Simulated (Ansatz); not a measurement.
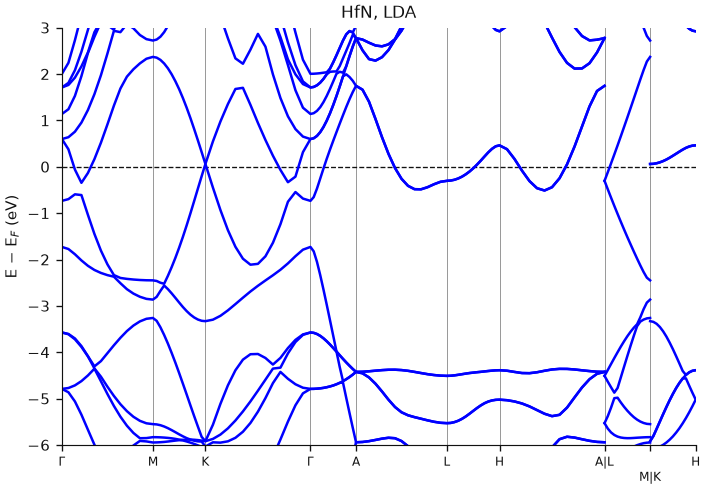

Band structure. Energies are counted from the Fermi level.

Question: What lattice type does the k path imply?

Answer: A hexagonal (primitive) lattice: the path Γ–M–K–Γ–A–L–H–A|L–M|K–H runs through the special points of its Brillouin zone.

System: NiAs-type HfN, space group P6_3/mmc (No. 194), 4 atoms in the cell; a = 3.134 Å, c = 5.417 Å (hexagonal axes).

Ansatz 0.2.0; LDA, Ansatz PAW, no spin polarisation, no spin-orbit coupling, 10×10×5 k mesh, 420 eV cutoff, Fermi-Dirac smearing of 0.05 eV.

Question: Is there a gap at the Fermi level?

Answer: A metal: 2 bands cross the Fermi level along this path.

Spin-orbit coupling is left out, which matters for Hf. The PAW data sets were made with another functional. The cell is at −9 GPa in this functional. The usual form of HfN is rocksalt.
